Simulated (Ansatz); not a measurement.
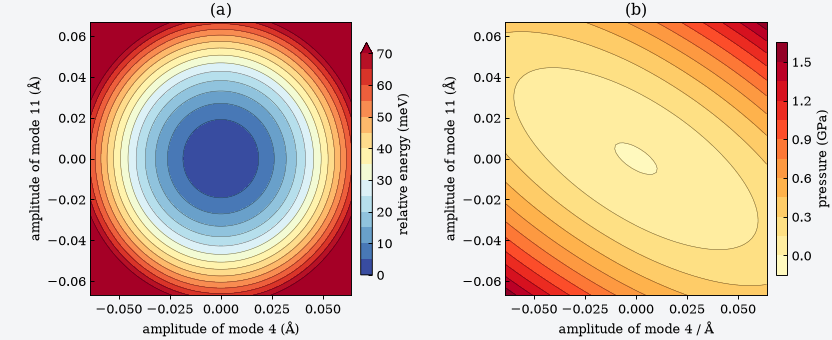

HfN (Fm-3m, No. 225; 4 atoms in the cell). The energy is mapped over two normal modes frozen in (zone-centre modes of the 4-atom cell of this scan, which folds in the wave vector (0, 1/2, 1/2) of the primitive cell). Coordinates scanned: (1) amplitude of mode 4 (147 cm⁻¹), largest displacement; (2) amplitude of mode 11 (507 cm⁻¹), largest displacement. Nothing is relaxed (the cell and all other modes fixed). The grid has 7 × 7 points; 25 points were computed and 24 follow by symmetry. Points are written as (first, second). Energies are in meV per cell, from the lowest grid point. These are results of DFT PBEsol, scalar-relativistic, plane waves, PAW (Ansatz 0.2.0), not measurements. Settings: cutoff 520 eV, k-mesh 14×14×10 in the order of the run's cell vectors, gaussian smearing 0.15 eV, no spin polarisation.

Panel (a) is the energy; panel (b) is the computed pressure, in GPa.

Drawn: filled contours, one colour for all values above the top of the scale. Between grid points the surface is interpolated.

Question: How does the pressure vary over the map, and what is it at the lowest grid point?

Answer: It runs from −0.01 GPa at (0.000 Å, 0.000 Å) to 1.61 GPa at (−0.064 Å, −0.067 Å). At the lowest grid point, (0.000 Å, 0.000 Å), it is −0.01 GPa.

PAW datasets: the set soft_1.
